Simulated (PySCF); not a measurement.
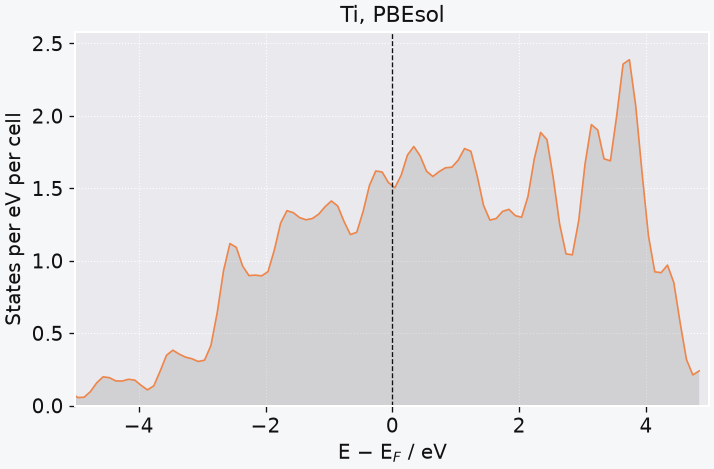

Density of states. Energies are counted from the Fermi level.

Calculation on fcc Ti, space group Fm-3m, 1 atom in the primitive cell; cubic a = 4.060 Å.

Level of theory: PBEsol, DZVP-MOLOPT-SR/GTH-PBE (potentials made for PBE), no spin polarisation, no spin-orbit coupling, 11×11×11 k mesh in the self-consistent step, Fermi-Dirac smearing of 0.05 eV; code PySCF 2.14.0.

Question: Metal or insulator, and how many states lie at the Fermi level?

Answer: It is a metal. The density of states at the Fermi level is about 1.6 per eV and cell (mean within 0.25 eV).

The density of states was taken with a broadening of 0.15 eV. The potentials were made for another functional. The basis of atomic orbitals isn't converged, which shifts gaps and empty levels. This isn't the form of Ti at room conditions, which is hcp.
